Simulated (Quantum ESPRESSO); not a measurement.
## A series of single points on SrO

System: SrO (Fm-3m, 2 atoms in the cell).
Method: Kohn-Sham DFT of a periodic cell, PBEsol, PseudoDojo 0.4.1 SR PBEsol standard, no spin polarisation (Quantum ESPRESSO 7.5).

The 7 runs differ only in the geometry, by an even scaling of the cell at fixed fractional positions. The structure derives from an entry of the Crystallography Open Database.

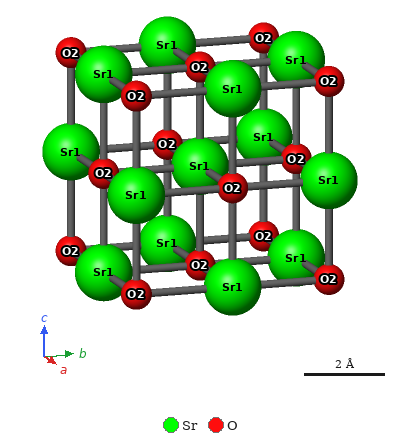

Figure 1. The structure of run 4 (ball-and-stick view of the cell 4 times as large as that of the calculation, set on its symmetry axes, seen slightly off an axis; atoms are numbered from 1 in the order of the input).

### Input of run 4
```
&CONTROL
  calculation = 'scf'
  prefix = 'pwscf'
  outdir = './tmp'
  pseudo_dir = './pseudo'
  tprnfor = .true.
  tstress = .true.
  disk_io = 'nowf'
/
&SYSTEM
  ibrav = 0
  nat = 2
  ntyp = 2
  ecutwfc = 84
  nbnd = 14
  occupations = 'smearing'
  smearing = 'fd'
  degauss = 0.00367493
/
&ELECTRONS
  conv_thr = 4d-10
  electron_maxstep = 120
  mixing_beta = 0.5
/
ATOMIC_SPECIES
Sr    87.6200 Sr.upf
O     15.9990 O.upf
CELL_PARAMETERS angstrom
   0.0000000000    2.5663000000    2.5663000000
   2.5663000000    0.0000000000    2.5663000000
   2.5663000000    2.5663000000    0.0000000000
ATOMIC_POSITIONS crystal
Sr     0.5000000000    0.5000000000    0.5000000000
O      0.0000000000    0.0000000000    0.0000000000
K_POINTS automatic
9 9 9 0 0 0
```

Command:
```bash
OMP_NUM_THREADS=1 pw.x -in pw.in > pw.out
```

Run 3 differs from it as follows:
```diff
-   0.0000000000    2.5663000000    2.5663000000
-   2.5663000000    0.0000000000    2.5663000000
-   2.5663000000    2.5663000000    0.0000000000
+   0.0000000000    2.5490759911    2.5490759911
+   2.5490759911    0.0000000000    2.5490759911
+   2.5490759911    2.5490759911    0.0000000000
```

### Results, with one run withheld

```csv
run,volume per atom (Å³),"free energy per atom, from the lowest run given (meV)",pressure (GPa),gap on the mesh (eV)
1,15.887,14.72,5.71,3.22
2,16.225,5.19,3.31,3.24
3,16.563,?,?,?
4,16.901,0.00,−0.75,3.27
5,17.239,3.38,−2.47,3.28
6,17.577,10.19,−4.01,3.29
7,17.915,20.07,−5.38,3.29
```

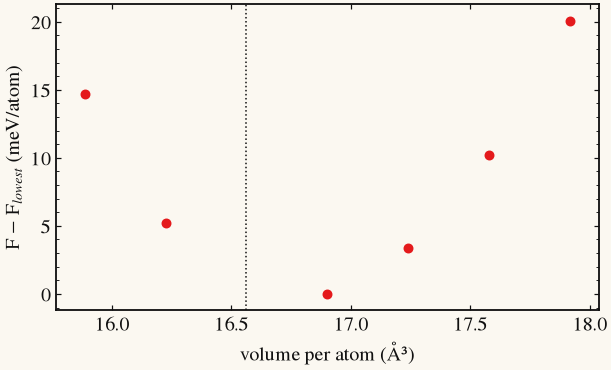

Figure 2. Free energy per atom of the runs given; the dotted line marks run 3.

Estimate the energy of run 3 from the others.

A cubic polynomial in V^(−2/3) (the Birch–Murnaghan form), fitted to the 6 runs given, misses them by under 0.01 meV per atom. With x = V^(−2/3) − 0.15166 Å⁻², it reads F = 0.15333 − 930.31 x + 4.7294e+05 x² + 8.1717e+05 x³ (meV per atom). At run 3 it gives 0.45 meV per atom, and the run itself gives 0.45. The slope of the fit gives a pressure −dF/dV of 1.19 GPa there, and the run prints 1.17 GPa. The fit has its minimum at 16.768 Å³ per atom, where V d²F/dV² gives 94.1 GPa: the bulk modulus at this level, since symmetry fixes the shape and the positions. The gap on the mesh goes, without turning, from 3.22 eV in run 1 to 3.29 eV in run 7; run 3 has 3.25 eV. These are gaps of this functional on this mesh, which can miss the band edges; they aren't the measured gap.

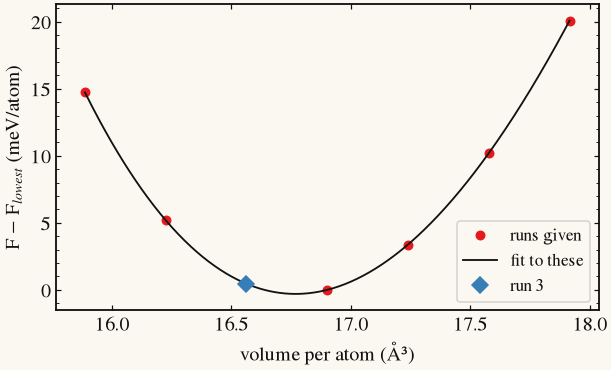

Figure 3. The fit and the withheld run.

### Some lines of the output (run 3)
```
[...]
     total energy              =    -101.40992291 Ry
     total energy              =    -101.54232038 Ry
     total energy              =    -101.61746708 Ry
     total energy              =    -101.61915725 Ry
     total energy              =    -101.61951002 Ry
     total energy              =    -101.61955852 Ry
     total energy              =    -101.61955624 Ry
     total energy              =    -101.61955741 Ry
     total energy              =    -101.61955742 Ry
     the Fermi energy is    10.3633 ev
!    total energy              =    -101.61955742 Ry
     The total energy is F=E-TS. E is the sum of the following terms:
     Computing stress (Cartesian axis) and pressure
          total   stress  (Ry/bohr**3)                   (kbar)     P=       11.66
```
